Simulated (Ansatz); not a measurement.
Geometry relaxation of Hf15O32 (part 3 of 3)

Hf15O32 (defect cell, 47 atoms in the cell); DFT PBE, scalar-relativistic, plane waves, PAW, spin-polarised (Ansatz 0.2.0); cutoff 420 eV, 2×2×2 k-mesh, Gaussian smearing of 0.05 eV, collinear spins. The structure derives from an entry of the Crystallography Open Database.

Output, continued
```
--- Löwdin populations: 47 sites ---
  site symbol       q [e]    m [muB]
     0     Hf     24.5740    -0.0126
     1     Hf     24.5806    -0.0061
     2     Hf     24.5828    -0.0091
     3     Hf     24.5975    -0.0307
     4     Hf     24.5654    -0.0178
     5     Hf     24.5775    -0.0239
     6     Hf     24.5650    -0.0198
     7     Hf     24.5599    -0.0080
     8     Hf     24.5825    -0.0200
     9     Hf     24.5744    -0.0048
    10     Hf     24.5654    -0.0353
    11     Hf     24.5618    -0.0268
    12     Hf     24.5822    -0.0291
    13     Hf     24.5811    -0.0076
    14     Hf     24.5833    -0.0074
    15      O      6.5975     0.1747
    16      O      6.6667     0.0149
    17      O      6.6742     0.0278
    18      O      6.6796     0.0109
    19      O      6.6278     0.0819
    20      O      6.6783     0.0314
    21      O      6.6710     0.0112
    22      O      6.6793     0.0281
    23      O      6.6715     0.0180
    24      O      6.5471     0.3406
    25      O      6.6797     0.0079
    26      O      6.6666     0.0273
    27      O      6.6204     0.0415
    28      O      6.6712     0.0080
    29      O      6.6651     0.0083
    30      O      6.6443     0.1795
    31      O      6.4616     0.6664
    32      O      6.5508     0.3907
    33      O      6.6334     0.0426
    34      O      6.6425     0.0305
    35      O      6.6060     0.1638
    36      O      6.6149     0.0724
    37      O      6.4323     0.7349
    38      O      6.6521     0.0236
    39      O      6.6423     0.0863
    40      O      6.6343     0.0928
    41      O      6.6318     0.0259
    42      O      6.5877     0.2249
    43      O      6.6268     0.0625
    44      O      6.4752     0.5631
    45      O      6.6546     0.0448
    46      O      6.6380     0.0352
  spilling = 0.002477 (of n_electrons = 582.000000)
settings of this run that can trade accuracy for cost: output.eigenvalues: false. Do not mix this run's numbers with those of runs without the same settings; the input reference describes each key
```

Trajectory as extended XYZ (Å, eV, eV/Å), 4 of the 14 frames kept, from step=1 to step=14
```
47
Lattice="4.2593 -5.1857 5.2139 -4.2593 -5.1857 -5.2139 5.9767 5.1857 -5.2139" Properties=species:S:1:pos:R:3:forces:R:3 step=1 energy=-254047.60561
Hf    2.0901    0.2059   -4.1294    0.3500  -0.3597   0.0789
Hf    1.2314   -4.9798    1.0845    0.2930   0.1168  -0.0474
Hf    2.0901   -4.9798   -4.1294   -0.0934   0.1244   0.1760
Hf    4.3159   -2.3870   -3.6914   -0.2675  -0.3024  -0.0207
Hf    3.4573   -2.3870    1.5224   -1.4634   1.4969  -0.7101
Hf    4.3159    2.7987   -3.6914    0.4423   0.4095   0.1458
Hf   -0.8021   -2.3870   -3.6914   -0.9009  -1.1269  -0.3633
Hf    3.8866   -0.2059   -1.0845   -1.5085  -0.0352   0.8577
Hf    4.7453   -0.2059   -6.2984   -1.0011   0.0232  -1.0124
Hf    3.8866   -5.3916   -1.0845   -0.1524  -0.0243  -0.2617
Hf    9.0046   -0.2059   -1.0845    0.8371   0.3083   0.9094
Hf    6.7787   -2.7987   -1.5224    0.1713  -0.9128  -0.6572
Hf    1.6607   -7.9844   -1.5224    0.6882  -0.3443   1.0662
Hf    2.5194   -2.7987   -6.7363    0.1974   0.6512  -0.0790
Hf    1.6607   -2.7987   -1.5224    0.5634   0.6553   0.7038
O     3.5524   -1.2440   -7.8764    1.0617  -0.9044   0.2743
O     2.7429   -1.2544   -2.7107   -0.1450   0.0123  -0.4457
O     7.8609   -1.2544   -2.7107   -0.2827  -0.0630  -0.0299
O     2.7429   -6.4401   -2.7107   -0.1192  -0.0321  -0.1483
O    -1.4203   -3.8457   -5.0993    0.5584   0.5478  -0.7759
O     3.6631    1.3384   -5.1101    0.2034   0.0642   0.1693
O     2.8045   -3.8473    0.1038    0.1467  -0.2863   0.1546
O     3.6631   -3.8473   -5.1101    0.1486  -0.0687  -0.0363
O     3.2338    1.2544   -2.5032    0.1712   0.2363  -0.2109
O    -1.9011   -3.9608   -2.4912    0.7979   1.0564   0.7611
O     3.2338   -3.9313   -2.5032    0.2049   0.0204   0.0648
O     2.3751   -3.9313    2.7107    0.3023  -0.0496   0.1229
O     2.3667   -1.3420   -0.1323    0.2700  -1.1017  -0.3711
O     3.1722   -1.3384   -5.3176   -0.1748   0.0488   0.2342
O     2.3135   -6.5241   -0.1038   -0.1826   0.1762  -0.0819
O     7.4315   -1.3384   -0.1038    0.3045   0.1983   0.0438
O     6.0484   -3.5278   -3.3917   -0.6148   0.5700  -0.1933
O     5.2001   -3.4661    1.8076   -0.4429   0.0341   0.0009
O     6.0587    1.7196   -3.4062   -0.5038   0.0751  -0.2411
O     0.9407   -3.4661   -3.4062   -0.3466   0.1775  -0.2321
O     5.4653   -0.8733   -4.4146    0.5482  -0.0456   0.3830
O     4.6066   -0.8733    0.7993    1.0231   0.0943   0.3217
O     5.5000    4.3664   -4.4162   -0.9368  -0.4612   0.0844
O     0.3473   -0.8733   -4.4146    0.4779   0.2909   0.1695
O     5.0359   -1.7196   -1.8076    0.7428  -0.3521  -0.0275
O    -0.0821   -6.9053   -1.8076    0.3390  -0.2765   0.1733
O     0.7766   -1.7196   -7.0215    0.1862  -0.2594   0.1420
O    -0.0821   -1.7196   -1.8076    0.1928  -0.1272   0.2386
O     5.6294   -4.3124   -0.7993   -0.5059  -0.0472  -0.0676
O     0.5789   -9.5140   -0.7710   -0.9596   0.2266  -1.1019
O     1.3701   -4.3124   -6.0132   -0.2191  -0.1902  -0.0835
O     0.5114   -4.3124   -0.7993   -0.3978  -0.2425  -0.0757
47
Lattice="4.2593 -5.1857 5.2139 -4.2593 -5.1857 -5.2139 5.9767 5.1857 -5.2139" Properties=species:S:1:pos:R:3:forces:R:3 step=5 energy=-254048.93534
Hf    2.0708    0.1923   -4.1130   -0.0012  -0.0904   0.0217
Hf    1.2508   -4.9798    1.0976   -0.0152  -0.0274  -0.0404
Hf    2.1126   -4.9627   -4.1316   -0.0154  -0.0056   0.0007
Hf    4.2573   -2.3691   -3.6852   -0.0103  -0.0183   0.0201
Hf    3.3844   -2.3257    1.5158   -0.0422   0.0317  -0.0126
Hf    4.3006    2.7663   -3.6660    0.0076  -0.0825   0.0000
Hf   -0.8499   -2.4614   -3.7090    0.0092  -0.0630  -0.0250
Hf    3.8176   -0.2200   -1.0311   -0.0225  -0.0439   0.0277
Hf    4.7031   -0.2085   -6.3159    0.0341   0.0078  -0.0427
Hf    3.8723   -5.4094   -1.0675    0.0170   0.0206   0.0215
Hf    9.0083   -0.2092   -1.1194   -0.0285  -0.0104  -0.0877
Hf    6.8075   -2.8477   -1.5599   -0.0193   0.0100  -0.0478
Hf    1.7448   -7.9777   -1.4873   -0.0206   0.0357   0.0710
Hf    2.5229   -2.7922   -6.7264    0.0370   0.0313   0.0101
Hf    1.6771   -2.8223   -1.4874    0.0187   0.0570   0.0247
O     3.6649   -1.3339   -7.7982   -0.0179   0.0047   0.0227
O     2.7164   -1.2504   -2.6934    0.0190   0.0003  -0.0213
O     7.8489   -1.2664   -2.7129    0.0140   0.0321   0.0514
O     2.7370   -6.4442   -2.7008   -0.0342  -0.0069   0.0126
O    -1.2998   -3.7709   -5.2281   -0.0125   0.0200   0.0057
O     3.6474    1.3165   -5.0883    0.0057   0.0122  -0.0053
O     2.8193   -3.9048    0.1349   -0.0065   0.0004  -0.0205
O     3.6627   -3.8206   -5.1256    0.0056   0.0100   0.0131
O     3.2366    1.2384   -2.5395    0.0169   0.0257  -0.0364
O    -1.7630   -3.8409   -2.3939   -0.0198  -0.0118   0.0260
O     3.2587   -3.9267   -2.4867    0.0262  -0.0310  -0.0364
O     2.3589   -3.9459    2.7037    0.0052  -0.0099   0.0013
O     2.4115   -1.4528   -0.1336   -0.0046   0.0248   0.0032
O     3.1275   -1.3243   -5.2813   -0.0132   0.0103   0.0129
O     2.2835   -6.5048   -0.0824   -0.0105   0.0092   0.0218
O     7.4572   -1.3513   -0.1007    0.0366   0.0152   0.0298
O     6.0664   -3.3478   -3.5086    0.0515   0.0318  -0.0132
O     5.1328   -3.4779    1.8365    0.0038   0.0057  -0.0156
O     6.0567    1.7758   -3.4631   -0.0135   0.0377  -0.0203
O     0.9478   -3.4524   -3.4406   -0.0071   0.0194  -0.0051
O     5.4817   -0.8883   -4.3891   -0.0125   0.0293   0.0150
O     4.6835   -0.8984    0.8296    0.0227  -0.0071  -0.0056
O     5.2441    4.4744   -4.3570   -0.0135  -0.0134   0.0330
O     0.3495   -0.8815   -4.3724    0.0014   0.0393  -0.0153
O     5.0910   -1.7217   -1.8042   -0.0268  -0.0086   0.0236
O     0.0104   -6.8521   -1.7870   -0.0292  -0.0080   0.0023
O     0.7669   -1.7723   -6.9709    0.0011  -0.0109   0.0114
O    -0.0531   -1.7391   -1.7477   -0.0088  -0.0114   0.0165
O     5.5963   -4.3190   -0.8195   -0.0176  -0.0343  -0.0036
O     0.4812   -9.4826   -1.0451    0.0406  -0.0201  -0.0504
O     1.3804   -4.3855   -6.0586    0.0485   0.0101  -0.0113
O     0.4979   -4.3433   -0.8091   -0.0001  -0.0174   0.0164
47
Lattice="4.2593 -5.1857 5.2139 -4.2593 -5.1857 -5.2139 5.9767 5.1857 -5.2139" Properties=species:S:1:pos:R:3:forces:R:3 step=10 energy=-254048.98722
Hf    2.0683    0.1808   -4.0938    0.0016   0.0365  -0.0314
Hf    1.2551   -4.9709    1.0976   -0.0119   0.0125  -0.0184
Hf    2.1139   -4.9640   -4.1355   -0.0426   0.0130   0.0152
Hf    4.2595   -2.3783   -3.6654    0.0519   0.0083  -0.0019
Hf    3.3521   -2.2978    1.5261    0.0290  -0.0263  -0.0223
Hf    4.3015    2.7587   -3.6646   -0.0235  -0.0344   0.0395
Hf   -0.8543   -2.4714   -3.7174   -0.0075   0.0283  -0.0268
Hf    3.8083   -0.2121   -1.0241   -0.0048   0.0341   0.0062
Hf    4.7104   -0.2220   -6.2950    0.0123  -0.0594   0.0500
Hf    3.8764   -5.4112   -1.0592   -0.0259   0.0134  -0.0015
Hf    9.0172   -0.2009   -1.1457    0.0988   0.0625  -0.0100
Hf    6.7905   -2.8278   -1.5442   -0.0377  -0.0007   0.0289
Hf    1.7306   -7.9677   -1.4848   -0.0494   0.0201   0.0088
Hf    2.5280   -2.7828   -6.7193   -0.0547   0.0038  -0.0136
Hf    1.6808   -2.8239   -1.4846    0.0054  -0.0861   0.0332
O     3.6412   -1.2966   -7.7858   -0.0134   0.0486   0.0026
O     2.7115   -1.2609   -2.6825    0.0153   0.0299  -0.0016
O     7.8607   -1.2383   -2.6834   -0.0005   0.0093  -0.0472
O     2.7206   -6.4495   -2.6818    0.0282  -0.0287  -0.0287
O    -1.3283   -3.7683   -5.2252    0.0105  -0.0091   0.0185
O     3.6497    1.3161   -5.0870   -0.0043   0.0090  -0.0147
O     2.8191   -3.8829    0.1210    0.0167   0.0161   0.0512
O     3.6987   -3.8229   -5.1303    0.0247  -0.0614  -0.0664
O     3.2426    1.2406   -2.5437    0.0026  -0.0597   0.0043
O    -1.7669   -3.8467   -2.3868    0.0248   0.0140  -0.0183
O     3.2669   -3.9433   -2.5003    0.0055   0.0089   0.0030
O     2.3663   -3.9276    2.6941   -0.0141  -0.0081   0.0408
O     2.3839   -1.4359   -0.1306   -0.0050   0.0016   0.0200
O     3.1271   -1.3333   -5.2498    0.0009  -0.0090  -0.0296
O     2.2757   -6.5009   -0.0664    0.0278  -0.0035   0.0246
O     7.4596   -1.3434   -0.0860   -0.0040  -0.0218   0.0250
O     6.1651   -3.2038   -3.5753   -0.0299  -0.0154   0.0141
O     5.1586   -3.4005    1.7675   -0.0243   0.0017   0.0251
O     6.0819    1.8167   -3.4833    0.0025  -0.0047   0.0075
O     0.9636   -3.4229   -3.4609   -0.0050   0.0181   0.0129
O     5.4552   -0.8392   -4.3159    0.0024   0.0097  -0.0323
O     4.6508   -0.8560    0.8707   -0.0019  -0.0066   0.0136
O     5.2376    4.4772   -4.3610    0.0058   0.0365  -0.0285
O     0.3243   -0.8479   -4.3379   -0.0282  -0.0356   0.0107
O     5.0443   -1.7704   -1.7481    0.0119   0.0026  -0.0026
O    -0.0510   -6.9473   -1.7069    0.0089   0.0067  -0.0040
O     0.7562   -1.7902   -6.9514   -0.0147   0.0104  -0.0069
O    -0.1189   -1.8431   -1.6994   -0.0007  -0.0010   0.0030
O     5.6202   -4.3562   -0.8439    0.0310   0.0251  -0.0012
O     0.6092   -9.6710   -1.3492   -0.0394  -0.0059  -0.0282
O     1.3965   -4.3956   -6.0639    0.0376   0.0077  -0.0131
O     0.5210   -4.3867   -0.8263   -0.0126  -0.0109  -0.0079
47
Lattice="4.2593 -5.1857 5.2139 -4.2593 -5.1857 -5.2139 5.9767 5.1857 -5.2139" Properties=species:S:1:pos:R:3:forces:R:3 step=14 energy=-254048.99232
Hf    2.0693    0.1816   -4.0902   -0.0028  -0.0178  -0.0233
Hf    1.2506   -4.9686    1.0973    0.0187   0.0001   0.0000
Hf    2.1101   -4.9623   -4.1382   -0.0003   0.0168   0.0044
Hf    4.2671   -2.3797   -3.6630   -0.0121  -0.0106   0.0000
Hf    3.3470   -2.2938    1.5292    0.0053   0.0047  -0.0062
Hf    4.2975    2.7615   -3.6667    0.0103   0.0146  -0.0159
Hf   -0.8510   -2.4662   -3.7244   -0.0025   0.0140   0.0017
Hf    3.8047   -0.2074   -1.0229    0.0011  -0.0184   0.0149
Hf    4.7156   -0.2319   -6.2877    0.0028  -0.0147  -0.0058
Hf    3.8747   -5.4092   -1.0589   -0.0135   0.0156   0.0069
Hf    9.0227   -0.1919   -1.1500   -0.0084  -0.0040  -0.0060
Hf    6.7872   -2.8275   -1.5379    0.0024  -0.0002  -0.0099
Hf    1.7263   -7.9655   -1.4874   -0.0156   0.0120   0.0040
Hf    2.5225   -2.7775   -6.7216    0.0000  -0.0129   0.0114
Hf    1.6823   -2.8309   -1.4815    0.0035  -0.0117   0.0047
O     3.6370   -1.2794   -7.7855    0.0030  -0.0036  -0.0052
O     2.7184   -1.2611   -2.6812   -0.0124   0.0066  -0.0021
O     7.8631   -1.2373   -2.6908   -0.0053  -0.0047   0.0077
O     2.7191   -6.4530   -2.6855   -0.0005   0.0020   0.0032
O    -1.3376   -3.7698   -5.2211    0.0033   0.0042  -0.0050
O     3.6502    1.3152   -5.0882   -0.0091  -0.0024   0.0083
O     2.8209   -3.8815    0.1282    0.0006   0.0075   0.0062
O     3.7050   -3.8284   -5.1351    0.0039  -0.0031   0.0050
O     3.2443    1.2393   -2.5446   -0.0016   0.0058  -0.0019
O    -1.7499   -3.8383   -2.3794   -0.0007   0.0032  -0.0046
O     3.2658   -3.9438   -2.4983    0.0138  -0.0113   0.0044
O     2.3591   -3.9223    2.6974   -0.0072   0.0182  -0.0096
O     2.3805   -1.4367   -0.1304   -0.0008   0.0041  -0.0081
O     3.1264   -1.3367   -5.2495   -0.0130   0.0023   0.0083
O     2.2791   -6.4993   -0.0679    0.0028  -0.0155  -0.0067
O     7.4625   -1.3446   -0.0840   -0.0018   0.0104  -0.0015
O     6.1538   -3.2385   -3.5535    0.0138  -0.0008   0.0051
O     5.1550   -3.3968    1.7651    0.0156  -0.0043  -0.0015
O     6.0789    1.8209   -3.4850    0.0112  -0.0051  -0.0035
O     0.9676   -3.4181   -3.4601   -0.0150   0.0182  -0.0019
O     5.4578   -0.8447   -4.3219    0.0107   0.0151  -0.0033
O     4.6465   -0.8529    0.8732    0.0044  -0.0021  -0.0006
O     5.2460    4.4863   -4.3645   -0.0049  -0.0029   0.0024
O     0.3244   -0.8475   -4.3364    0.0092  -0.0112   0.0047
O     5.0500   -1.7620   -1.7486    0.0039  -0.0057   0.0027
O    -0.0548   -6.9585   -1.7034   -0.0092   0.0074   0.0052
O     0.7534   -1.7832   -6.9565   -0.0025   0.0008   0.0130
O    -0.1291   -1.8565   -1.6913    0.0073  -0.0126  -0.0145
O     5.6189   -4.3519   -0.8362    0.0009   0.0042   0.0013
O     0.6188   -9.6877   -1.3897    0.0055  -0.0057   0.0036
O     1.3964   -4.3893   -6.0626   -0.0057  -0.0006  -0.0021
O     0.5275   -4.3941   -0.8284   -0.0092  -0.0058   0.0101
```

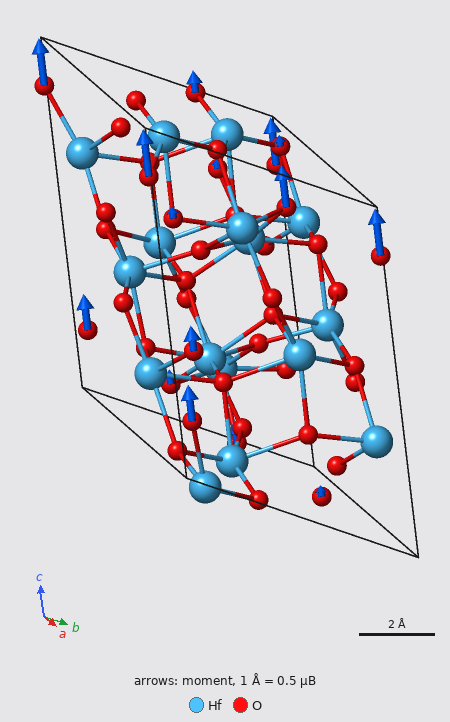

Magnetic moments of the sites as blue arrows (ball-and-stick view of the cell of the calculation, seen slightly off an axis); small moments hardly show. The run is collinear, so the axis drawn is arbitrary. Site moments: O38 (0.64 μB); O32 (0.58 μB); O45 (0.49 μB); O33 (0.34 μB); O25 (0.30 μB); O43 (0.20 μB); O31 (0.17 μB), among others. They are counted near the atoms and needn't add up to the moment of the cell. Atoms are counted from 1 in the order of the input.

This output came from the following input.

The input
```yaml
crystal:
  lattice:
    - [4.259337, -5.1857, 5.213867]
    - [-4.259337, -5.1857, -5.213867]
    - [5.976663, 5.1857, -5.213867]
  atoms:
    - { symbol: Hf, position: [0.1179, 0.37615, 0.53375] }
    - { symbol: Hf, position: [0.6179, 0.37615, 0.03375] }
    - { symbol: Hf, position: [0.6179, 0.87615, 0.53375] }
    - { symbol: Hf, position: [0.5924, 0.58415, 0.71625] }
    - { symbol: Hf, position: [0.5924, 0.08415, 0.21625] }
    - { symbol: Hf, position: [0.0924, 0.08415, 0.71625] }
    - { symbol: Hf, position: [0.0924, 0.58415, 0.21625] }
    - { symbol: Hf, position: [0.3821, 0.12385, 0.46625] }
    - { symbol: Hf, position: [0.3821, 0.62385, 0.96625] }
    - { symbol: Hf, position: [0.8821, 0.62385, 0.46625] }
    - { symbol: Hf, position: [0.8821, 0.12385, 0.96625] }
    - { symbol: Hf, position: [0.9076, 0.41585, 0.78375] }
    - { symbol: Hf, position: [0.9076, 0.91585, 0.28375] }
    - { symbol: Hf, position: [0.4076, 0.91585, 0.78375] }
    - { symbol: Hf, position: [0.4076, 0.41585, 0.28375] }
    - { symbol: O, position: [0.3402770796, 0.875281704, 0.975660699], spin: 0.5 }
    - { symbol: O, position: [0.3453, 0.3809, 0.4843] }
    - { symbol: O, position: [0.8453, 0.3809, 0.9843] }
    - { symbol: O, position: [0.8453, 0.8809, 0.4843] }
    - { symbol: O, position: [0.1499980902, 0.8598158731, 0.2682144077], spin: 0.5 }
    - { symbol: O, position: [0.1466, 0.361, 0.7657] }
    - { symbol: O, position: [0.6466, 0.361, 0.2657] }
    - { symbol: O, position: [0.6466, 0.861, 0.7657] }
    - { symbol: O, position: [0.1547, 0.1191, 0.5157] }
    - { symbol: O, position: [0.1560893087, 0.6207975909, 0.0130892379] }
    - { symbol: O, position: [0.6547, 0.6191, 0.5157] }
    - { symbol: O, position: [0.6547, 0.1191, 0.0157] }
    - { symbol: O, position: [0.3584839832, 0.1420873862, 0.2417756508], spin: 0.5 }
    - { symbol: O, position: [0.3534, 0.639, 0.7343] }
    - { symbol: O, position: [0.8534, 0.639, 0.2343] }
    - { symbol: O, position: [0.8534, 0.139, 0.7343] }
    - { symbol: O, position: [0.8764756724, 0.6654032193, 0.861584885], spin: 0.5 }
    - { symbol: O, position: [0.8713, 0.16085, 0.36375] }
    - { symbol: O, position: [0.3713, 0.16085, 0.86375] }
    - { symbol: O, position: [0.3713, 0.66085, 0.36375] }
    - { symbol: O, position: [0.5471, 0.50755, 0.88625] }
    - { symbol: O, position: [0.5471, 0.00755, 0.38625] }
    - { symbol: O, position: [0.0452620007, 0.0024961817, 0.8897711734], spin: 0.5 }
    - { symbol: O, position: [0.0471, 0.50755, 0.38625] }
    - { symbol: O, position: [0.6287, 0.33915, 0.63625] }
    - { symbol: O, position: [0.6287, 0.83915, 0.13625] }
    - { symbol: O, position: [0.1287, 0.83915, 0.63625] }
    - { symbol: O, position: [0.1287, 0.33915, 0.13625] }
    - { symbol: O, position: [0.9529, 0.49245, 0.61375] }
    - { symbol: O, position: [0.9614801391, 0.9912592476, 0.1180870171], spin: 0.5 }
    - { symbol: O, position: [0.4529, 0.99245, 0.61375] }
    - { symbol: O, position: [0.4529, 0.49245, 0.11375] }
magnetization:
  spin_polarized: true
basis:
  ecutwfc: 420
  fft_grid_basis: typed
kpoints:
  mp_grid: { grid: [2, 2, 2] }
hamiltonian:
  xc: pbe
  pseudopotentials: { kind: paw }
scf:
  occupations: { method: gaussian, width: 0.05 }
output:
  forces: true
  stress: false
  eigenvalues: false
  bader: false
  write_density: false
  volumetric_format: npy
  populations: true
relax:
  adjacent_minimum: "off"
  max_steps: 30
  f_tol: 0.05
```

Run as:
```bash
ansatz run input.yaml --threads 4 --pin off --max-ram 10240MiB --backend cpu --events-out ev --progress --plain --runs-dir out
```

Results in brief

- outcome: converged
- electrons treated: 582
- free energy: −254048.9923 eV
- Fermi energy: 13.042 eV
- net moment of the cell: 4.00 μB
- integrated absolute moment: 4.40 μB
- final volume: 553.51 Å³
- largest force (length of the vector) at the end: 0.030 eV/Å
- hardware: 4 threads of Arm Neoverse V2, 24 GiB of memory available, shared host
- wall time: 22 min (CPU time 87 min)
- peak memory: 4.9 GiB

Remarks

Spin–orbit coupling is left out, which matters for Hf.
